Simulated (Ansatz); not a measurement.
**Single-point calculation, with input and output: WSe (part 2 of 2)**

Continued. System: WSe (Fm-3m, 2 atoms in the cell). Method: DFT r2SCAN+U, scalar-relativistic, plane waves, PAW, Ueff = 6.2 eV on W d (Ansatz 0.2.0); cutoff 500 eV, 12×12×12 k-mesh, Gaussian smearing of 0.1 eV, collinear spins. The structure was built on a prototype by a generator; it need not be a known phase. The run did not end well. It belongs to a series of runs on one base structure; here: volume fm: 0.8 V/V0.

Geometry of the input (Å; fractional positions):
```
0.0000  2.6485  2.6485
2.6485  0.0000  2.6485
2.6485  2.6485  0.0000
W  0.0000  0.0000  0.0000
Se 0.5000  0.5000  0.5000
```

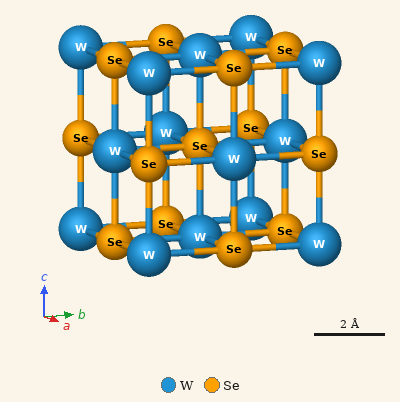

The input geometry (ball-and-stick view of the cell 4 times as large as that of the calculation, set on its symmetry axes, seen slightly off an axis). An atom can appear more than once, as a periodic image.

The program's output, continued
```
SCF iter   1: F=—  HF=-15868.744860 eV  |F-HF|=—  |Δ(HF+E_count)|=         —  Δρ=3.04e-2 (↑3.04e-2 ↓1.34e-3)  dr2=2.31e-1  dr2_τ=9.04e-3  dr2_m=7.96e-2  M=3.912 μB ∫|m|=3.980 μB  ethr=3.33e-6  ⟨swp⟩=1.1  Hψ=49157  notcnv=0
preconditioner: auto → Kerker (q_TF=auto, 2.633 Å⁻¹)  [metal: Δε(μ)=0.016 eV  Ē_g=11.871 eV  σ=0.100 eV  W_gap=0.09  n_scr=14 (ndim 8)  ℏωp=21.1 eV  f_vac=0.000  D(μ)=0.43/eV (n_scr^D=0)]
spin=Collinear: Kerker preconditioning applied to the charge; magnetization (m = ρ↑ − ρ↓) channel mixes plain (no charge-response kernel on spin).
SCF iter   2: F=—  HF=-15869.448537 eV  |F-HF|=—  |Δ(HF+E_count)|=         —  Δρ=5.87e-3 (↑5.87e-3 ↓9.48e-4)  dr2=1.33e-2  dr2_τ=6.27e-4  dr2_m=2.20e-3  M=3.999 μB ∫|m|=4.205 μB  ethr=3.33e-6  ⟨swp⟩=1.0  Hψ=35502  notcnv=0
SCF iter   3: F=—  HF=-15869.485026 eV  |F-HF|=—  |Δ(HF+E_count)|=   3.65e-2  Δρ=8.11e-4 (↑8.11e-4 ↓4.60e-4)  dr2=5.95e-4  dr2_τ=1.39e-5  dr2_m=2.98e-5  M=4.000 μB ∫|m|=4.252 μB  ethr=3.33e-6  ⟨swp⟩=1.0  Hψ=20642  notcnv=0
SCF iter   4: F=—  HF=-15869.485105 eV  |F-HF|=—  |Δ(HF+E_count)|=   7.86e-5  Δρ=2.18e-5 (↑2.18e-5 ↓9.40e-6)  dr2=8.69e-8  dr2_τ=8.53e-9  dr2_m=5.78e-8  M=4.000 μB ∫|m|=4.248 μB  ethr=3.33e-10  ⟨swp⟩=3.0  Hψ=21973  notcnv=0
SCF iter   5: F=-15869.485106 eV  HF=-15869.485106 eV  |F-HF|=7.86e-10  |Δ(HF+E_count)|=   1.42e-6  Δρ=4.43e-6 (↑4.43e-6 ↓1.77e-6)  dr2=6.01e-9  dr2_τ=4.99e-10  dr2_m=2.08e-9  M=4.000 μB ∫|m|=4.248 μB  ethr=2.90e-10  ⟨swp⟩=1.0  Hψ=19488  notcnv=0
SCF iter   6: F=-15869.485106 eV  HF=-15869.485106 eV  |F-HF|=7.24e-10  |Δ(HF+E_count)|=  4.37e-11  Δρ=4.45e-6 (↑4.45e-6 ↓1.78e-6)  dr2=6.10e-9  dr2_τ=5.02e-10  dr2_m=2.10e-9  M=4.000 μB ∫|m|=4.248 μB  ethr=2.00e-11  ⟨swp⟩=1.0  Hψ=22183  notcnv=0
SCF 2 converged in 6 iterations: F = -15869.485106 eV  dr2 = 6.10e-9
SCF iter   1: F=—  HF=-15868.759604 eV  |F-HF|=—  |Δ(HF+E_count)|=         —  Δρ=3.10e-2 (↑3.10e-2 ↓1.39e-3)  dr2=2.46e-1  dr2_τ=9.30e-3  dr2_m=8.25e-2  M=3.909 μB ∫|m|=3.981 μB  ethr=3.33e-6  ⟨swp⟩=1.1  Hψ=49200  notcnv=0
preconditioner: auto → Kerker (q_TF=auto, 2.633 Å⁻¹)  [metal: Δε(μ)=0.022 eV  Ē_g=11.876 eV  σ=0.100 eV  W_gap=0.12  n_scr=14 (ndim 8)  ℏωp=21.1 eV  f_vac=0.000  D(μ)=0.56/eV (n_scr^D=0)]
spin=Collinear: Kerker preconditioning applied to the charge; magnetization (m = ρ↑ − ρ↓) channel mixes plain (no charge-response kernel on spin).
SCF iter   2: F=—  HF=-15869.457892 eV  |F-HF|=—  |Δ(HF+E_count)|=         —  Δρ=4.87e-3 (↑4.87e-3 ↓8.30e-4)  dr2=7.69e-3  dr2_τ=4.58e-4  dr2_m=1.77e-3  M=3.999 μB ∫|m|=4.210 μB  ethr=3.33e-6  ⟨swp⟩=1.0  Hψ=35514  notcnv=0
SCF iter   3: F=—  HF=-15869.485033 eV  |F-HF|=—  |Δ(HF+E_count)|=   2.71e-2  Δρ=3.59e-4 (↑3.59e-4 ↓8.05e-5)  dr2=6.77e-5  dr2_τ=4.28e-6  dr2_m=9.82e-6  M=4.000 μB ∫|m|=4.248 μB  ethr=3.33e-6  ⟨swp⟩=1.0  Hψ=16865  notcnv=0
SCF iter   4: F=—  HF=-15869.485106 eV  |F-HF|=—  |Δ(HF+E_count)|=   7.29e-5  Δρ=1.94e-5 (↑1.94e-5 ↓4.37e-6)  dr2=1.31e-7  dr2_τ=7.53e-9  dr2_m=3.31e-8  M=4.000 μB ∫|m|=4.248 μB  ethr=2.26e-7  ⟨swp⟩=1.0  Hψ=16308  notcnv=0
SCF iter   5: F=-15869.485106 eV  HF=-15869.485106 eV  |F-HF|=1.78e-9  |Δ(HF+E_count)|=   7.62e-7  Δρ=2.88e-6 (↑2.88e-6 ↓9.41e-7)  dr2=1.21e-9  dr2_τ=8.99e-11  dr2_m=9.34e-10  M=4.000 μB ∫|m|=4.248 μB  ethr=3.33e-10  ⟨swp⟩=1.0  Hψ=19292  notcnv=0
SCF iter   6: F=-15869.485106 eV  HF=-15869.485106 eV  |F-HF|=1.82e-9  |Δ(HF+E_count)|=  4.00e-11  Δρ=2.89e-6 (↑2.89e-6 ↓9.47e-7)  dr2=1.22e-9  dr2_τ=8.94e-11  dr2_m=9.45e-10  M=4.000 μB ∫|m|=4.247 μB  ethr=4.04e-12  ⟨swp⟩=1.0  Hψ=25335  notcnv=0
SCF 3 converged in 6 iterations: F = -15869.485106 eV  dr2 = 1.22e-9
an SCF from another whole filling of 1 corrected shell (1 electron), with 32 of the crystal's symmetry operations given up (163 k-points in place of 72), reached no lower state that the run goes on to. This is no proof of a minimum. Whole fillings of corrected shells: 2 of 2 tried, 0 with no close
Initial wavefunctions: those read from a saved state, or passed on in memory by an earlier step or the calling program
iter 1 solved again at ethr=8.08e-12 eV; its pass at ethr=3.33e-6 eV (dr2=2.42e-9 eV) is discarded
SCF iter   1: F=-15869.485106 eV  HF=-15869.485106 eV  |F-HF|=1.54e-8  |Δ(HF+E_count)|=         —  Δρ=2.32e-6 (↑2.22e-6 ↓2.32e-6)  dr2=2.42e-9  dr2_τ=1.61e-10  dr2_m=1.19e-10  M=4.000 μB ∫|m|=4.247 μB  ethr=8.08e-12  ⟨swp⟩=1.0  Hψ=36211  notcnv=0
preconditioner: auto → Kerker (q_TF=auto, 2.633 Å⁻¹)  [metal: Δε(μ)=0.012 eV  Ē_g=11.775 eV  σ=0.100 eV  W_gap=0.07  n_scr=14 (ndim 8)  ℏωp=21.1 eV  f_vac=0.000  D(μ)=0.97/eV (n_scr^D=8)]
spin=Collinear: Kerker preconditioning applied to the charge; magnetization (m = ρ↑ − ρ↓) channel mixes plain (no charge-response kernel on spin).
SCF iter   2: F=-15869.485101 eV  HF=-15869.485102 eV  |F-HF|=1.20e-6  |Δ(HF+E_count)|=   4.27e-6  Δρ=7.00e-5 (↑7.00e-5 ↓2.52e-5)  dr2=3.60e-6  dr2_τ=7.07e-8  dr2_m=2.18e-7  M=4.000 μB ∫|m|=4.247 μB  ethr=3.33e-6  ⟨swp⟩=1.0  Hψ=26778  notcnv=0
SCF iter   3: F=-15869.485106 eV  HF=-15869.485107 eV  |F-HF|=8.91e-8  |Δ(HF+E_count)|=   4.29e-6  Δρ=4.41e-6 (↑4.41e-6 ↓3.72e-6)  dr2=3.49e-8  dr2_τ=4.63e-10  dr2_m=4.83e-10  M=4.000 μB ∫|m|=4.247 μB  ethr=3.33e-10  ⟨swp⟩=2.0  Hψ=17473  notcnv=0
SCF iter   4: F=-15869.485106 eV  HF=-15869.485106 eV  |F-HF|=2.04e-10  |Δ(HF+E_count)|=   3.13e-8  Δρ=5.26e-7 (↑5.26e-7 ↓4.18e-7)  dr2=1.43e-10  dr2_τ=3.43e-12  dr2_m=3.97e-11  M=4.000 μB ∫|m|=4.247 μB  ethr=3.33e-10  ⟨swp⟩=1.0  Hψ=14344  notcnv=0
this state was not tested for a lower state beside it, because the mixer in use, unlike msr1, does not test its closes by its own steps (another_mixer; see scf.mixing.algorithm and scf.lower_state_search)
SCF converged after 22 iterations
Magnetization: 4.0000 μB (17.0000 up, 13.0000 down)
Absolute magnetization: 4.2299 μB (∫|ρ↑−ρ↓|, with the PAW one-centre terms)
Spin contamination: 0.1101 ħ² per cell (⟨S²⟩ above its minimum at these occupations)
Per-site moments (μB) at R_I (Å): [(2.870994894020161, 1.09250459179125), (-0.07051111010628905, 1.09250459179125)]
Free energy (F): -15869.485106 eV
Harris-Foulkes:  -15869.485106 eV  (|F-HF|=1.54e-8)
Internal energy: -15869.480238 eV  (E = F + TS)
E sigma→0 (E₀):  -15869.482672 eV
Entropy (-TS):   -0.004868 eV (-2.434 meV/atom)
Fermi energy:    16.991675 eV
--- Per-component energies (eV) ---
  E_band       = -464.478492
  E_kinetic    = 582.441489
  E_local      = -2856.796200  (includes V_loc(G=0)·N_el)
  E_nonlocal   = -587.903269
  E_hartree    = 1344.535954
  E_xc         = -350.515644
  E_vxc        = -371.665069  (∫ρ·V_xc dr)
  E_hubbard    = 2.643846  (on-site DFT+U / exact-exchange correction)
  E_vhub       = -9.699115  (the Hubbard potential's part of the band-sum identity)
  E_paw        = -10521.149904  (= ΣΔE_a)
  E_vpaw       = 70.310756  (= ΣTr[D̂ρ^β])
  E_aug_tail   = -0.000250  (compensation charges beyond the density's cutoff)
  E_vtau       = 19.759243  (kinetic-family band-sum trace: ∫τ·v_τ [+ j·A + Jᵃ·Aᵃ] dr)
  E_ewald      = -3480.383542
  E_core_change = -2.352719  (= ΣΔE_core)
  E_smearing   = -0.004868  (= −TS)
  E_closure    = -0.000000  (closes the sum)
  Σ components = -15869.485106   (vs F -15869.485106, Δ=0.00e0)
--- Forces (eV/Å), atoms counted from 1 ---
  atom   1  W     -0.00000000     0.00000000     0.00000000
  atom   2  Se    -0.00000000     0.00000000     0.00000000
  max |Σ_I F_I| component: 5.02e-30 eV/Å
--- Stress (GPa, compression-positive) ---
       29.457954       0.000000       0.000000
        0.000000      29.457954       0.000000
        0.000000      -0.000000      29.457954
  P = ⅓ Tr σ = 29.4580 GPa (294.580 kbar)
--- Band table (eV; the first three rows and the last of 144) ---
  k-point 0 ↑: bands = ["-59.7019", "-33.0911", "-33.0911", "-33.0707", "-33.0707", "-33.0707", "-23.8078", "-23.8078", "-23.8078", "-0.2224", "10.5766", "10.5766", "10.5766", "13.0466", "13.0466", "13.9957", "13.9957", "13.9957", "17.6443", "24.4198"]
  k-point 1 ↑: bands = ["-59.7017", "-33.0911", "-33.0911", "-33.0706", "-33.0706", "-33.0706", "-23.8141", "-23.8082", "-23.8082", "-0.1251", "10.3662", "10.6040", "10.6040", "12.4140", "12.4140", "13.6055", "14.8500", "14.8500", "18.3340", "24.5826"]
  k-point 2 ↑: bands = ["-59.7016", "-33.0912", "-33.0912", "-33.0704", "-33.0703", "-33.0703", "-23.8310", "-23.8093", "-23.8093", "0.1549", "9.7038", "10.5444", "10.5444", "11.8701", "11.8701", "13.1202", "16.1778", "16.1778", "19.7010", "24.5496"]
  k-point 71 ↓: bands = ["-57.9528", "-33.0933", "-33.0925", "-33.0890", "-33.0890", "-33.0886", "-21.3037", "-21.3037", "-21.2820", "1.7841", "11.0065", "11.0065", "11.1011", "19.5610", "20.4901", "20.4901", "21.5761", "23.0409", "25.8162", "25.9877"]
Occupation matrices written to [file]
--- Löwdin populations: 2 sites ---
  site symbol       q [e]    m [muB]
     0      W     13.4735     4.1512
     1     Se     16.4191    -0.2282
  spilling = 0.003581 (of n_electrons = 30.000000)
Error: SIGTERM received: cancelled ahead of the end of the searches for a lower state and the checks behind the self-consistent cycle: the result that stood is reported, with what was made of it, and may lie above the state on which the run would have ended. A resume of [file] goes on from the state saved last, or from a result that was left at `state.next`, and makes the searches and checks that nothing else bars: give the resume the same folder of runs
Name the folder of runs with --runs-dir
```

What the run reported

| quantity | value |
| --- | --- |
| outcome | stopped at the time limit |
| space group (tolerance 0.01 Å) | Fm-3m (225) |
| electrons treated | 30 |
| free energy | −15869.4851 eV |
| Fermi energy | 16.992 eV |
| net moment of the cell | 4.00 μB |
| integrated absolute moment | 4.23 μB |
| pressure | 29.46 GPa |
| largest force (length of the vector) | under 0.001 eV/Å |
| wall time | 4.8 min |
| peak memory | 1.2 GiB |

Diagnosis

The run was cut off by its time limit, so the output is incomplete. The electronic state found may not be the lowest one. Warnings of the run: the search outside the symmetry group is no proof of a minimum; the state was not tested for a lower one.
